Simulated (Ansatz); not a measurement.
**Geometry relaxation, with input and output: Li₅F (part 2 of 2)**

Continued. System: Li₅F (P1, 12 atoms in the cell). Method: DFT PBE, scalar-relativistic, plane waves, PAW (Ansatz 0.2.0); cutoff 420 eV, 6×4×2 k-mesh, Gaussian smearing of 0.2 eV. The structure was made by a generator, so it may or may not be a known phase. The run did not end well.

Geometry of the input (Å; fractional positions):
```
0.0501  -0.0249  3.2698
5.9715  0.0227  0.0872
0.0455  11.5362  -0.0868
Li 0.0232  0.7990  0.4028
Li 0.0203  0.7445  0.8952
Li -0.0469  0.2468  0.1162
Li -0.0744  0.2148  0.6138
Li -0.0093  0.2145  0.3981
Li 0.0471  0.2297  0.8720
Li 0.0230  0.7561  0.0954
Li 0.0186  0.7740  0.6115
Li 0.4876  0.5243  0.2571
Li 0.5397  0.4961  0.7437
F  -0.0389  1.0043  -0.0059
F  0.0100  0.9959  0.5001
```

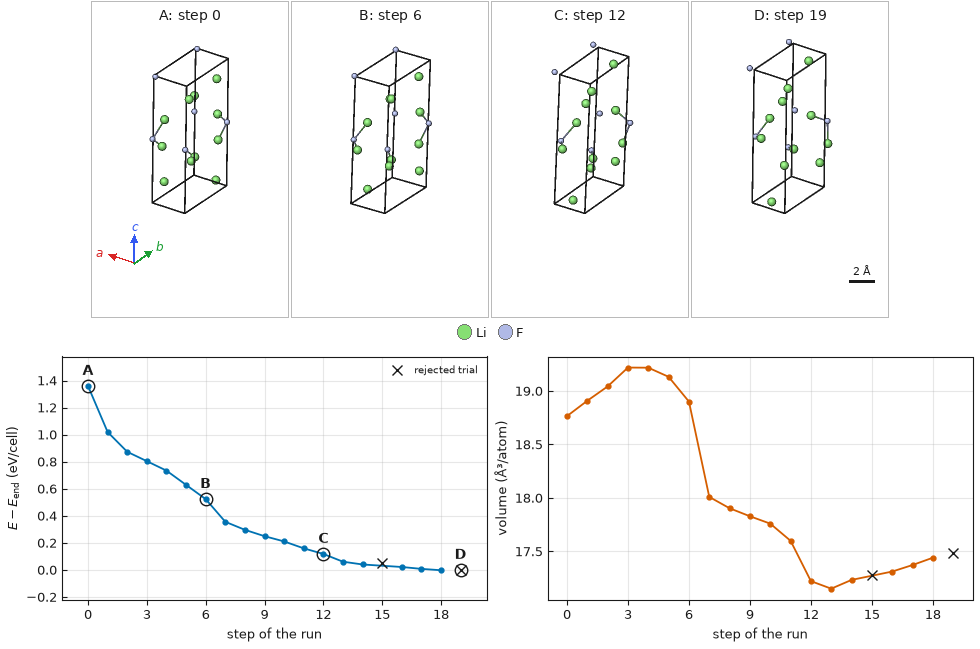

**Figure 1.** Frames of the relaxation (ball-and-stick view of the cell of the calculation, seen at an oblique angle) above the curves, on which the letters mark them (the first geometry is step 0 here and step 1 in the log).

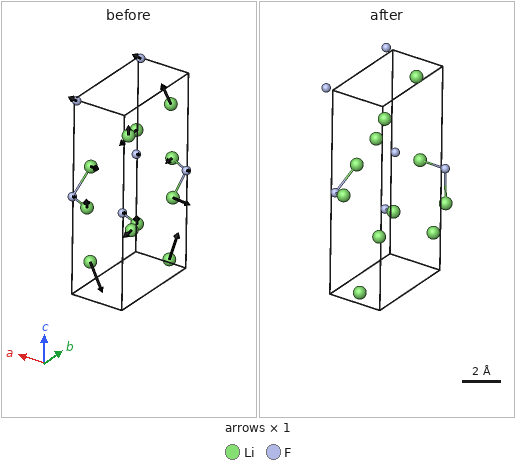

**Figure 2.** Before (left) and after (right) the relaxation, at one scale (ball-and-stick view of the cell of the calculation, seen at an oblique angle). The black arrows give the displacements (without the part carried along by the change of the cell), at true length. The run was cut off at its time limit before the relaxation converged, so the last structure is only a point on the way. After 19 geometry steps the energy has fallen by 1.360 eV per cell of the calculation. Largest force component: 1.3 eV/Å at the start, 0.078 eV/Å at the end. The pressure goes from 0.88 to −0.10 GPa. The line search rejected the trial steps at points 15, 19 (counted from 0) and went back. Li3 moves most relative to the cell: 1.78 Å. Largest moves by element: Li 1.78 Å, F 0.60 Å. The volume changes by −6.8 %, with a 3.270 → 3.220 Å (−1.6 %), b 5.972 → 5.465 Å (−8.5 %), c 11.537 → 11.940 Å (+3.5 %), α 89.6° → 87.3°, β 90.9° → 89.5°, γ 88.3° → 90.3°. Among the contacts that change: Li3–F11 3.844 → 1.919 Å, Li1–F12 1.632 → 1.881 Å, Li7–F11 1.885 → 2.042 Å, Li5–F12 1.750 → 1.895 Å. New bonds form: Li3–F11 (3.84 → 1.92 Å). Among the angles that change: Li2–F11–Li3 170.8° → 121.8°, Li1–F12–Li4 172.9° → 135.4°, Li5–F12–Li8 177.6° → 147.0°. The space group stays P1 (No. 1). (Atoms are counted from 1 in the order of the input.)

```
Step cancelled. What follows is not a result of the run: it is the report of the last solve that finished, which converged after 8 SCF iterations.
Free energy (F): -3668.704831 eV
Harris-Foulkes:  -3668.704831 eV  (|F-HF|=2.08e-8)
Internal energy: -3668.616902 eV  (E = F + TS)
E sigma→0 (E₀):  -3668.660867 eV
Entropy (-TS):   -0.087929 eV (-7.327 meV/atom)
Fermi energy:    1.824652 eV
--- Per-component energies (eV) ---
  E_band       = -1054.021299
  E_kinetic    = 628.610932
  E_local      = -3306.465481  (includes V_loc(G=0)·N_el)
  E_nonlocal   = -185.380682
  E_hartree    = 1202.939802
  E_xc         = -263.052333
  E_vxc        = -337.710575  (∫ρ·V_xc dr)
  E_paw        = -611.390509  (= ΣΔE_a)
  E_vpaw       = -258.955691  (= ΣTr[D̂ρ^β])
  E_aug_tail   = 0.003544  (compensation charges beyond the density's cutoff)
  E_ewald      = -1133.882176
  E_smearing   = -0.087929  (= −TS)
  E_closure    = -0.000000  (closes the sum)
  Σ components = -3668.704831   (vs F -3668.704831, Δ=0.00e0)
--- Forces (eV/Å), atoms counted from 1 ---
  atom   1  Li     0.01367040    -0.01853754     0.00746677
  atom   2  Li     0.00552557     0.00084803    -0.01104590
  atom   3  Li     0.00017393    -0.00368202     0.03067533
  atom   4  Li    -0.00493593    -0.07512594     0.01078201
  atom   5  Li    -0.03260393    -0.01056499    -0.02043887
  atom   6  Li    -0.02114183     0.05865464     0.01210594
  atom   7  Li    -0.01865871     0.01781723    -0.01177032
  atom   8  Li     0.01168330     0.04234781    -0.01993803
  atom   9  Li     0.02260607     0.02891555    -0.00571004
  atom  10  Li     0.03393649    -0.07762263     0.00117426
  atom  11  F     -0.01392749     0.00811351     0.00090095
  atom  12  F      0.00370728     0.02873789     0.00584199
  max |Σ_I F_I| component: 9.84e-5 eV/Å
--- Stress (GPa, compression-positive) ---
       -0.124295      -0.015602       0.025258
       -0.015598      -0.198496      -0.077281
        0.025259      -0.077281      -0.297960
  P = ⅓ Tr σ = -0.2069 GPa (-2.069 kbar)
--- Band table (eV; the first three rows and the last of 28) ---
  k-point 0: bands = ["-45.0627", "-45.0577", "-45.0418", "-45.0301", "-45.0212", "-44.9798", "-44.9409", "-44.8690", "-44.6380", "-44.6363", "-23.8291", "-23.6448", "-5.7587", "-5.5645", "-5.5577", "-5.5223", "-5.1231", "-4.5896", "-1.3181", "-0.7004", "-0.1371", "1.5142", "1.9809", "2.2874", "2.3436", "3.7795", "4.0521", "4.4033", "5.3479", "5.9662", "6.9766", "7.1863", "7.5217", "7.8207"]
  k-point 1: bands = ["-45.0627", "-45.0577", "-45.0418", "-45.0301", "-45.0212", "-44.9798", "-44.9409", "-44.8690", "-44.6380", "-44.6363", "-23.8291", "-23.6448", "-5.7587", "-5.5643", "-5.5579", "-5.5224", "-5.1232", "-4.5896", "-1.1265", "-1.0915", "0.5596", "0.6457", "2.1942", "2.2648", "2.7054", "3.4219", "4.1930", "4.7856", "5.3519", "5.7016", "6.3325", "6.7813", "7.5336", "8.3998"]
  k-point 2: bands = ["-45.0626", "-45.0570", "-45.0413", "-45.0312", "-45.0213", "-44.9798", "-44.9409", "-44.8691", "-44.6380", "-44.6364", "-23.8293", "-23.6448", "-5.7518", "-5.5798", "-5.5619", "-5.5269", "-5.1224", "-4.5906", "-1.0691", "-0.4884", "0.0628", "0.8305", "1.2667", "2.0344", "2.4937", "3.1696", "4.3823", "5.0434", "5.6923", "6.2166", "6.7962", "7.7048", "8.0104", "8.4490"]
  k-point 27: bands = ["-45.0539", "-45.0513", "-45.0363", "-45.0298", "-45.0198", "-44.9777", "-44.9384", "-44.8659", "-44.6348", "-44.6331", "-23.7995", "-23.5734", "-5.8538", "-5.5515", "-5.5487", "-5.4974", "-5.4195", "-5.3757", "2.0337", "2.0477", "2.0616", "2.1145", "2.3098", "2.5050", "3.1515", "3.2236", "3.5635", "4.5733", "4.8654", "4.9762", "5.8436", "6.1706", "6.5464", "7.0511"]
End of that report.
Error: SIGTERM received: cancelled by the caller after 6 completed SCF iterations
```

**Trajectory as extended XYZ (Å, eV, eV/Å), 8 of the 20 frames kept, from step=1 to step=20**
```
12
Lattice="0.0501 -0.0249 3.2698 5.9715 0.0227 0.0872 0.0455 11.5362 -0.0868" Properties=species:S:1:pos:R:3:forces:R:3 step=1 energy=-3667.34526 pressure_GPa=0.88
Li    4.7904    4.6641    0.1106   -1.1936  -1.2819   0.0025
Li    4.4874   10.3441    0.0538    0.3989  -0.3947  -0.0541
Li    1.4768    1.3473   -0.1419   -0.3963  -0.3206  -0.0183
Li    1.3069    7.0877   -0.2779    0.0342   0.1280   0.0963
Li    1.2986    4.5978   -0.0463    0.6580  -0.6141   0.0603
Li    1.4136   10.0637    0.0983   -0.4839   0.4343   0.0097
Li    4.5203    1.1168    0.1329    0.3953   0.4180  -0.0947
Li    4.6508    7.0719    0.0751   -0.1545   0.3826   0.0531
Li    3.1672    2.9656    1.6178   -0.0405   0.1507   0.0477
Li    3.0231    8.5773    1.7434    0.1756  -0.0338  -0.2161
F     5.9952   -0.0443   -0.0391   -0.0905   0.0272   0.2132
F     5.9703    5.7916    0.0760    0.6973   1.1043  -0.0996
12
Lattice="0.0043 -0.0730 3.4025 5.8184 -0.0024 0.0089 -0.0010 11.6553 -0.2588" Properties=species:S:1:pos:R:3:forces:R:3 step=4 energy=-3667.90091 pressure_GPa=-0.04
Li    4.5240    4.5095   -0.1271   -0.0456  -0.0006  -0.0218
Li    4.3674   10.4551   -0.2879   -0.0322   0.0564  -0.0141
Li    1.4366    1.1652   -0.2587    0.0327  -0.0572  -0.0189
Li    1.3210    7.1300   -0.3534    0.0146  -0.0189  -0.0247
Li    1.3403    4.5276    0.0579   -0.0247  -0.0100   0.0286
Li    1.1669   10.2339    0.0265   -0.0362  -0.0321   0.0206
Li    4.6268    1.4318    0.0411    0.0524   0.0263   0.0186
Li    4.5093    7.1553   -0.0915    0.0123   0.0118   0.0055
Li    2.8911    2.8790    1.6349   -0.0064  -0.0207  -0.0066
Li    2.9088    8.7107    1.5188   -0.0023   0.0071   0.0047
F     5.8102   -0.0085    0.0015    0.0065   0.0139   0.0102
F     5.8256    5.8252   -0.1206    0.0294   0.0235  -0.0023
12
Lattice="0.0075 -0.1042 3.3821 5.8121 -0.0177 0.0139 -0.0293 11.6913 -0.3675" Properties=species:S:1:pos:R:3:forces:R:3 step=6 energy=-3668.07612 pressure_GPa=-0.46
Li    4.3414    4.5905   -0.2770    0.0677   0.2134  -0.0338
Li    4.1719   10.7471   -0.4088    0.0261   0.1228   0.0344
Li    1.6589    0.8634   -0.3759   -0.0976  -0.1607   0.0164
Li    1.3940    7.0241   -0.5227    0.1000  -0.0346  -0.0433
Li    1.1993    4.4297    0.1299   -0.1506   0.0600  -0.0107
Li    0.9348   10.1224    0.0604   -0.1539  -0.0394   0.0260
Li    4.9077    1.6410    0.1112    0.1843  -0.0344   0.0396
Li    4.5864    7.2809   -0.1575    0.0620   0.0403   0.0258
Li    2.8282    2.7334    1.5769    0.0082   0.0249  -0.0023
Li    2.8782    8.7822    1.4457    0.0216   0.0226  -0.0186
F     5.8324   -0.0097    0.0920    0.0111   0.0317  -0.0759
F     5.7979    5.8690   -0.2162   -0.0787  -0.2472   0.0423
12
Lattice="0.0464 -0.1132 3.1778 5.8102 0.0142 0.0797 0.0320 11.6525 -0.3948" Properties=species:S:1:pos:R:3:forces:R:3 step=9 energy=-3668.40839 pressure_GPa=0.01
Li    4.2358    4.8361   -0.4478   -0.0113   0.0299  -0.0302
Li    4.0878   11.1357   -0.2811    0.0447   0.0349   0.0290
Li    1.6486    0.4619   -0.6058   -0.0857  -0.0294  -0.0435
Li    1.6250    6.7708   -0.6952    0.0706   0.0122  -0.0341
Li    1.0036    4.3239    0.2089   -0.0222   0.0138   0.0044
Li    0.6120    9.9019    0.1521   -0.0585  -0.0287  -0.0048
Li    5.3363    1.8359    0.4154    0.0608  -0.0068   0.0401
Li    4.8700    7.4158   -0.0269    0.0027   0.0236   0.0295
Li    2.8453    2.6113    1.4713    0.0098  -0.0091  -0.0073
Li    2.9635    8.9135    1.3922    0.0072   0.0126   0.0051
F     5.8196    0.0177    0.2069    0.0047   0.0083   0.0187
F     5.8464    5.8504   -0.2256   -0.0227  -0.0613  -0.0068
12
Lattice="0.1021 -0.1119 3.1321 5.7548 0.0649 0.1815 0.1276 11.7446 -0.3888" Properties=species:S:1:pos:R:3:forces:R:3 step=12 energy=-3668.54521 pressure_GPa=-0.12
Li    4.2916    4.8585   -0.6688   -0.0051  -0.0354   0.0186
Li    4.0817   11.6557    0.0084   -0.0646  -0.0150  -0.0600
Li    1.3705    0.2183   -0.9014   -0.0351  -0.0180  -0.0168
Li    1.6883    6.9016   -0.9077   -0.0293   0.0110  -0.0006
Li    1.1234    4.4478    0.1332    0.0454  -0.0569  -0.0109
Li    0.4193    9.8249    0.1460   -0.0174  -0.0501  -0.0167
Li    5.6516    1.9693    0.9549   -0.0237   0.0870  -0.0706
Li    4.8237    7.3511    0.2559   -0.0127  -0.0333  -0.0106
Li    2.8717    2.5477    1.4212   -0.0169   0.0085   0.0047
Li    3.1230    9.1837    1.5379    0.0035   0.0071   0.0191
F     5.7820    0.0751    0.5876    0.1688   0.0045   0.1764
F     5.8601    5.9043   -0.3030   -0.0131   0.0908  -0.0325
12
Lattice="0.0129 -0.0243 3.1248 5.5340 0.0806 0.0226 0.1531 11.9620 -0.0796" Properties=species:S:1:pos:R:3:forces:R:3 step=15 energy=-3668.66443 pressure_GPa=0.08
Li    4.2829    4.7935   -0.7457    0.0475   0.0420  -0.0351
Li    3.9489   11.9140    0.2432    0.0198   0.0409   0.0389
Li    1.2152    0.1282   -1.0022   -0.0229  -0.0487  -0.0381
Li    1.4338    7.2197   -0.8662    0.0123   0.0414  -0.0269
Li    1.3595    4.7020    0.1823   -0.0031   0.0257   0.0191
Li    0.4023    9.9044    0.5139   -0.0191  -0.0001  -0.0237
Li    5.4530    2.1721    0.5387    0.0233  -0.0298   0.0218
Li    4.3867    7.3277    0.2839   -0.0031  -0.0308   0.0240
Li    2.7520    2.5526    1.6350   -0.0158   0.0288  -0.0026
Li    3.0812    9.4295    1.8344    0.0149   0.0208  -0.0187
F     5.6417    0.1036    0.5641   -0.0332   0.0031   0.0085
F     5.6360    6.0835   -0.3362   -0.0207  -0.0932   0.0327
12
Lattice="0.0058 -0.0126 3.1494 5.5183 0.0911 0.0106 0.1730 11.9563 -0.0394" Properties=species:S:1:pos:R:3:forces:R:3 step=17 energy=-3668.68300 pressure_GPa=0.03
Li    4.3547    4.7651   -0.7839    0.0356   0.0180  -0.0237
Li    3.9376   11.9497    0.3003    0.0114   0.0265   0.0244
Li    1.1901    0.0941   -1.0334   -0.0150  -0.0346  -0.0189
Li    1.3908    7.2653   -0.8607   -0.0024   0.0296  -0.0158
Li    1.4314    4.7539    0.2359    0.0052   0.0202   0.0104
Li    0.3903    9.8942    0.5257   -0.0117  -0.0013  -0.0188
Li    5.4663    2.1783    0.5242    0.0215  -0.0171   0.0070
Li    4.3318    7.2769    0.3118   -0.0065  -0.0170   0.0129
Li    2.7411    2.5729    1.6957   -0.0106   0.0140   0.0066
Li    3.0989    9.4420    1.8592    0.0071   0.0140  -0.0096
F     5.6144    0.1094    0.5405   -0.0234   0.0038  -0.0004
F     5.6384    6.0833   -0.3082   -0.0111  -0.0558   0.0259
12
Lattice="-0.0094 0.0141 3.2195 5.4634 0.1371 -0.0140 0.2605 11.9373 0.0514" Properties=species:S:1:pos:R:3:forces:R:3 step=20 energy=-3668.70483 pressure_GPa=-0.10 accepted=F
Li    4.6952    4.6674   -0.9122    0.0137  -0.0185   0.0075
Li    3.9146   12.0750    0.4569    0.0055   0.0008  -0.0110
Li    1.1109   -0.0329   -1.1449    0.0002  -0.0037   0.0307
Li    1.1648    7.4425   -0.8774   -0.0049  -0.0751   0.0108
Li    1.7452    5.0103    0.3715   -0.0326  -0.0106  -0.0204
Li    0.3425    9.8660    0.5154   -0.0211   0.0587   0.0121
Li    5.5607    2.1621    0.4778   -0.0187   0.0178  -0.0118
Li    4.1293    7.0852    0.3487    0.0117   0.0423  -0.0199
Li    2.7016    2.6572    1.9687    0.0226   0.0289  -0.0057
Li    3.1190    9.4702    1.9323    0.0339  -0.0776   0.0012
F     5.5172    0.1203    0.4528   -0.0139   0.0081   0.0009
F     5.6661    6.1056   -0.1857    0.0037   0.0287   0.0058
```

**Outcome**

- outcome: stopped at the time limit
- space group (tolerance 0.01 Å): P1 (1)
- final cell: a = 3.220 Å, b = 5.465 Å, c = 11.940 Å, α = 87.31°, β = 89.51°, γ = 90.31°
- wall time: 6.8 min
- peak memory: 0.47 GiB

The run was cut off by its time limit, so the output is incomplete.
